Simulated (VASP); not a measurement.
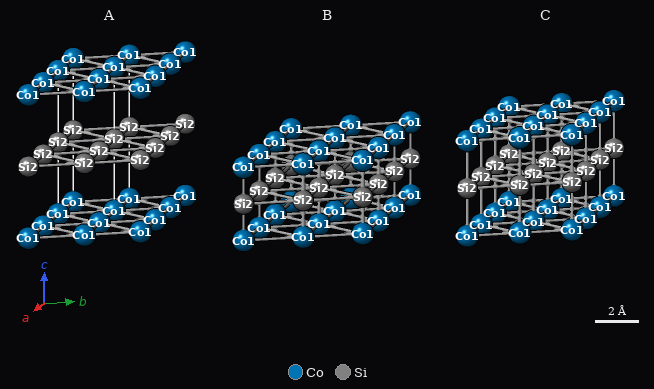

3 geometries from one relaxation of a crystal of CoSi (a generated structure, set up in P6/mmm), in shuffled order. The picture is a ball-and-stick view of the cell of the calculation, repeated 3 × 2 × 1 with one cell outlined, seen slightly off an axis.

The run lets cell and atoms move.

Computed with Kohn-Sham DFT of a periodic cell, PBE, VASP PAW PBE potentials, recommended (VASP 6.6.1). Settings: plane-wave cutoff 520 eV; k-point mesh 8 × 8 × 6; occupations gaussian; smearing width 0.15 eV; collinear spin.

> Put them in the order of the run, from the start to the converged end.

B, A, C. They are steps 0, 1, 19, at +1929 meV per atom, +1869 meV per atom relative to the last. The energy falls by 1929 meV per atom in 19 geometry steps. All forces vanish by symmetry, so only the cell relaxes. Pressure: 73.71 GPa at the start and −0.85 GPa at the end. No atom moves by more than 0.005 Å relative to the cell. The volume changes by +0.7 %, with a = b 2.885 → 2.538 Å (−12.0 %), c 3.506 → 4.563 Å (+30.1 %). Among the contacts that change: Co1–Si2 1.753 → 2.281 Å, Co1–Co1 2.885 → 2.538 Å, Si2–Si2 2.885 → 2.538 Å. The space group stays P6/mmm (No. 191).
